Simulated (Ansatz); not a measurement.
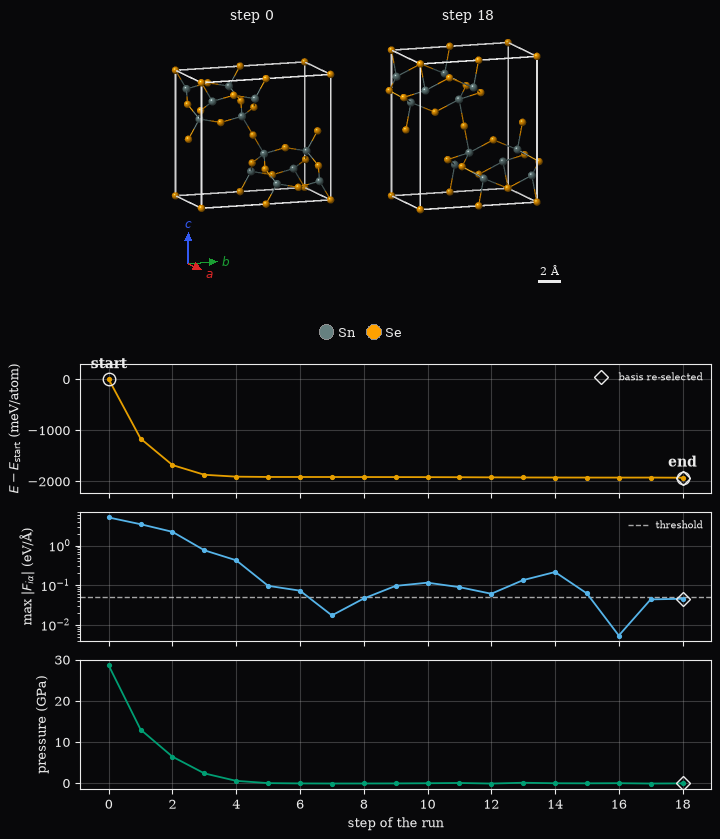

First and last geometry of a relaxation of a crystal of SnSe₂ (a generated structure, set up in Imma) (coarse preliminary run), with the history of the run. Style: ball-and-stick. Shown: the conventional cell (2 times the calculation's cell), slightly off an axis. Lengths and directions refer to the drawn axes.

Case: O → Se, Si → Sn on all its sites, cell and atoms relaxed.

The calculation used Ansatz, DFT PBE, scalar-relativistic, plane waves, PAW.

Input
```yaml
crystal:
  lattice:
    - [-3.5143346255, 6.4153590853, 5.9453853706]
    - [3.5143346255, -6.4153590853, 5.9453853706]
    - [3.5143346255, 6.4153590853, -5.9453853706]
  atoms:
    - { symbol: Sn, position: [0.930512584, 0.8452085404, 0.0853040435] }
    - { symbol: Sn, position: [0.7400955031, 0.1547914596, 0.5853040435] }
    - { symbol: Sn, position: [0.069487416, 0.1547914596, 0.9146959565] }
    - { symbol: Sn, position: [0.2599044969, 0.8452085404, 0.4146959565] }
    - { symbol: Se, position: [0.1332949682, 0.8832949682, 0.25] }
    - { symbol: Se, position: [0.8667050318, 0.1167050318, 0.75] }
    - { symbol: Se, position: [0.7934944812, 0.5, 0.7934944812] }
    - { symbol: Se, position: [0.2065055188, 0.0, 0.7065055188] }
    - { symbol: Se, position: [0.2065055188, 0.5, 0.2065055188] }
    - { symbol: Se, position: [0.7934944812, 0.0, 0.2934944812] }
    - { symbol: Se, position: [0.0, 0.0, 0.0] }
    - { symbol: Se, position: [0.5, 0.0, 0.5] }
basis:
  ecutwfc: 420
kpoints:
  mp_grid: { grid: [4, 4, 4] }
hamiltonian:
  xc: pbe
scf:
  occupations: { method: gaussian, width: 0.1 }
output:
  forces: true
  stress: true
  eigenvalues: true
relax:
  adjacent_minimum: "off"
  f_tol: 0.05
  max_steps: 60
  cell: { stress_tol: 0.5 }
```

Run as
```bash
ansatz run input.yaml --threads 2 --pin off --max-ram 5120MiB --backend cpu --events-out ev --progress --plain --runs-dir out
```

**What do the curves and the structures tell?**

It converged. The largest moves relative to the cell, 1.43 Å, are those of Se7, Se8, Se9 and Se10. Se8 goes along +b. By element the largest moves are Se 1.43 Å, Sn 0.64 Å. The drawn cell changes as follows: a 7.029 → 7.805 Å (+11.0 %), b 12.831 → 11.585 Å (−9.7 %), c 11.891 → 13.805 Å (+16.1 %); the volume changes by +16.4 %. Among the contacts that change: Sn1–Se11 2.141 → 2.605 Å, Sn1–Se5 2.161 → 2.619 Å, Sn1–Se10 2.158 → 2.580 Å. Among the angles between lasting bonds that change: Sn1–Se7–Sn2 151.2° → 112.6°, Se5–Sn4–Se12 108.6° → 77.2°, Sn1–Se5–Sn4 155.8° → 132.0°. The space group stays Imma (No. 74). After 17 accepted moves (18 points after the start) the energy has fallen by 1926 meV per atom. The largest force component goes from 5.1 to 0.046 eV/Å. The pressure goes from 28.62 to −0.03 GPa. At 1 point the geometry stayed and the basis and grid were re-selected for the new cell (energy shift of 2.8 meV per atom at most each time).

```json
{"step": "0", "E − E(0), meV/atom": "0.00", "largest force component, eV/Å": "5.1319", "pressure, GPa": "28.62", "volume, Å³/atom": "44.681", "note": ""}
{"step": "1", "E − E(0), meV/atom": "-1160.77", "largest force component, eV/Å": "3.4673", "pressure, GPa": "13.05", "volume, Å³/atom": "51.239", "note": ""}
{"step": "2", "E − E(0), meV/atom": "-1678.80", "largest force component, eV/Å": "2.2274", "pressure, GPa": "6.45", "volume, Å³/atom": "54.487", "note": ""}
{"step": "3", "E − E(0), meV/atom": "-1868.59", "largest force component, eV/Å": "0.7622", "pressure, GPa": "2.40", "volume, Å³/atom": "56.862", "note": ""}
{"step": "4", "E − E(0), meV/atom": "-1905.76", "largest force component, eV/Å": "0.4255", "pressure, GPa": "0.58", "volume, Å³/atom": "62.495", "note": ""}
{"step": "5", "E − E(0), meV/atom": "-1911.36", "largest force component, eV/Å": "0.0967", "pressure, GPa": "0.04", "volume, Å³/atom": "62.674", "note": ""}
{"step": "6", "E − E(0), meV/atom": "-1912.00", "largest force component, eV/Å": "0.0729", "pressure, GPa": "-0.04", "volume, Å³/atom": "62.808", "note": ""}
{"step": "7", "E − E(0), meV/atom": "-1912.48", "largest force component, eV/Å": "0.0173", "pressure, GPa": "-0.06", "volume, Å³/atom": "62.603", "note": ""}
{"step": "8", "E − E(0), meV/atom": "-1913.00", "largest force component, eV/Å": "0.0463", "pressure, GPa": "-0.06", "volume, Å³/atom": "62.117", "note": ""}
{"step": "9", "E − E(0), meV/atom": "-1913.82", "largest force component, eV/Å": "0.0964", "pressure, GPa": "-0.04", "volume, Å³/atom": "61.131", "note": ""}
{"step": "10", "E − E(0), meV/atom": "-1914.99", "largest force component, eV/Å": "0.1159", "pressure, GPa": "0.00", "volume, Å³/atom": "59.488", "note": ""}
{"step": "11", "E − E(0), meV/atom": "-1916.60", "largest force component, eV/Å": "0.0896", "pressure, GPa": "0.07", "volume, Å³/atom": "57.090", "note": ""}
{"step": "12", "E − E(0), meV/atom": "-1919.14", "largest force component, eV/Å": "0.0610", "pressure, GPa": "-0.07", "volume, Å³/atom": "55.352", "note": ""}
{"step": "13", "E − E(0), meV/atom": "-1921.34", "largest force component, eV/Å": "0.1347", "pressure, GPa": "0.13", "volume, Å³/atom": "53.053", "note": ""}
{"step": "14", "E − E(0), meV/atom": "-1922.39", "largest force component, eV/Å": "0.2155", "pressure, GPa": "0.00", "volume, Å³/atom": "50.974", "note": ""}
{"step": "15", "E − E(0), meV/atom": "-1923.14", "largest force component, eV/Å": "0.0620", "pressure, GPa": "-0.02", "volume, Å³/atom": "51.262", "note": ""}
{"step": "16", "E − E(0), meV/atom": "-1923.65", "largest force component, eV/Å": "0.0054", "pressure, GPa": "0.02", "volume, Å³/atom": "51.270", "note": ""}
{"step": "17", "E − E(0), meV/atom": "-1923.23", "largest force component, eV/Å": "0.0439", "pressure, GPa": "-0.07", "volume, Å³/atom": "52.007", "note": ""}
{"step": "18", "E − E(0), meV/atom": "-1926.00", "largest force component, eV/Å": "0.0456", "pressure, GPa": "-0.03", "volume, Å³/atom": "52.007", "note": "same geometry, new basis"}
```
